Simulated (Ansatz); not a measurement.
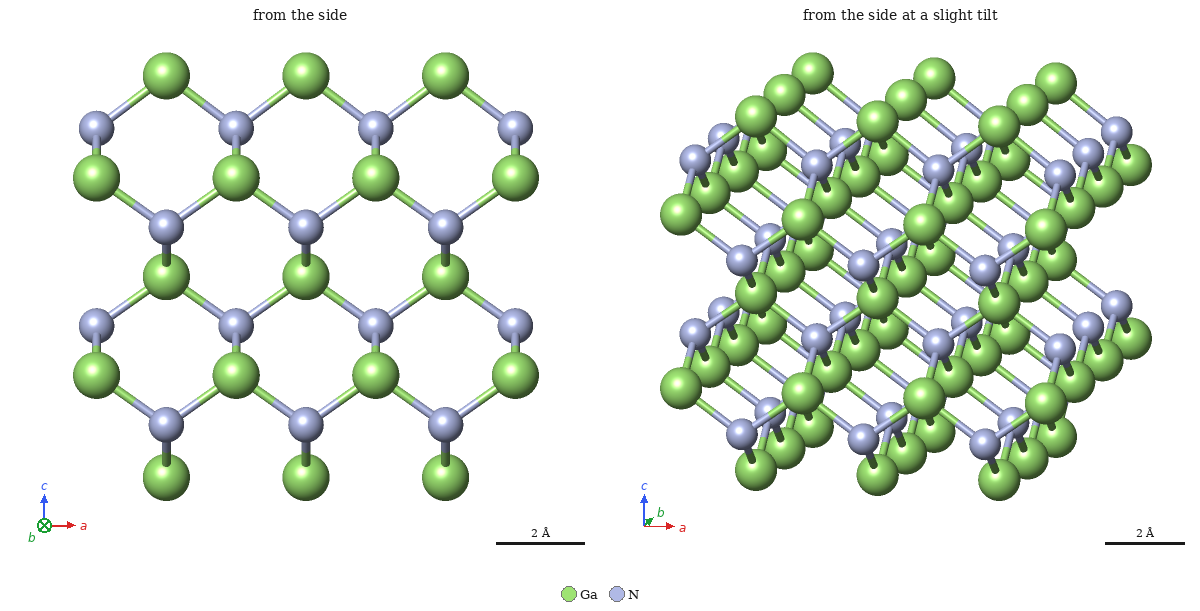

A ball-and-stick picture of a periodic slab, seen from the side and from the side at a slight tilt. The surface normal points up in side views; the vacuum is left out. 3×3 cells are drawn in the plane, with atoms at the edges repeated.

The cell holds 5 Ga, 4 N. The slab was cut from bulk GaN (F-43m).

### Which elements lie outermost on each side?

The top face ends in Ga, the bottom face in Ga. The two faces are alike.

### How thick is it?

About 9 Å from the lowest to the highest atom.

### What is the order of the atomic planes, starting from the top?

Nine planes: Ga / N / Ga / N / Ga / N / Ga / N / Ga.

### Which crystal face is exposed?

(1 0 0).

It goes back to a structure listed in the Materials Project, from which a slab was cut. The atoms were relaxed in a fixed cell with Ansatz 0.2.0, DFT PBEsol, scalar-relativistic, plane waves, PAW.
